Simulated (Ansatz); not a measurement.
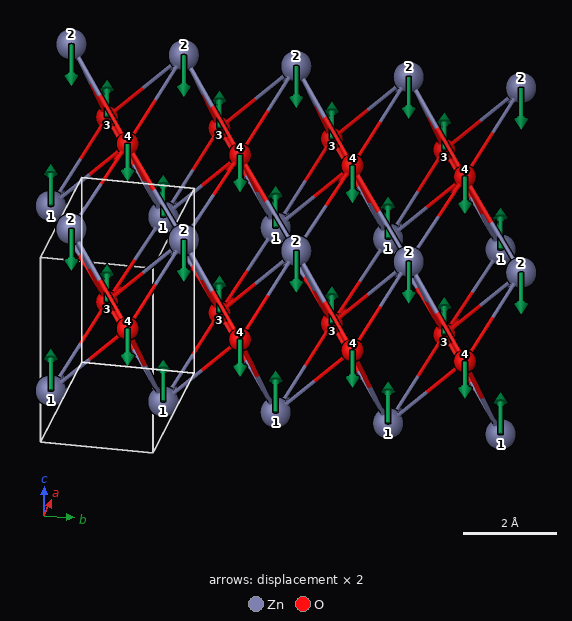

A relaxation of crystalline ZnO (a generated structure, set up in Pmma) (coarse preliminary run). The starting structure is drawn; green arrows show the displacements (the part carried along by the change of the cell is left out), magnified 2 times.

Style: ball-and-stick. Shown: the cell of the calculation, repeated 1 × 4 × 2 with one cell outlined, from a free direction.

The calculation used Ansatz, DFT PBE, scalar-relativistic, plane waves, PAW.

The input:
```yaml
crystal:
  lattice:
    - [4.06339664, 0.0, 0.0]
    - [0.0, 2.48131906, 0.0]
    - [0.0, 0.0, 4.41445376]
  atoms:
    - { symbol: Zn, position: [0.25, 0.0, 0.17051655] }
    - { symbol: Zn, position: [0.75, 0.0, 0.82948345] }
    - { symbol: O, position: [0.25, 0.5, 0.68046874] }
    - { symbol: O, position: [0.75, 0.5, 0.31953126] }
basis:
  ecutwfc: 420
kpoints:
  mp_grid: { grid: [4, 8, 4] }
hamiltonian:
  xc: pbe
scf:
  occupations: { method: gaussian, width: 0.1 }
  lower_state_search: "off"
output:
  forces: true
  stress: true
  eigenvalues: true
relax:
  adjacent_minimum: "off"
  f_tol: 0.04
  max_steps: 70
  cell: { stress_tol: 0.4 }
```

Command:
```bash
ansatz run input.yaml --threads 1 --pin off --max-ram 2048MiB --backend cpu --events-out ev --progress --plain --runs-dir out
```

Question: What happened in the run?

Answer: The largest moves relative to the cell, 0.53 Å, are those of Zn1 and Zn2. Zn1 goes along +c. Largest moves by element: Zn 0.53 Å, O 0.47 Å. The volume changes by +23.2 %, with a 4.063 → 2.877 Å (−29.2 %), b 2.481 → 2.833 Å (+14.2 %), c 4.414 → 6.728 Å (+52.4 %). Some distances before and after: Zn1–O3 2.494 → 3.638 Å, Zn1–O3 (another image) 2.570 → 3.662 Å, Zn1–O4 2.470 → 2.019 Å. The space group stays Pmma (No. 51). Over 19 accepted moves (24 points after the start) the energy falls by 977 meV per atom. Largest force component: 2.2 eV/Å at the start, 0.0033 eV/Å at the end. The pressure goes from −7.66 to 0.05 GPa. The SCF was repeated 5 times at an unchanged geometry on a basis and grid sized afresh for the cell, which shifted the energy by 44.0 meV per atom at most. The run took 58 s on 1 thread of Intel(R) Xeon(R) Platinum 8488C (Sapphire Rapids) (shared host), peak memory 0.49 GiB.

Limits of the set-up: the k-point mesh is coarse for a cell with partly filled bands.
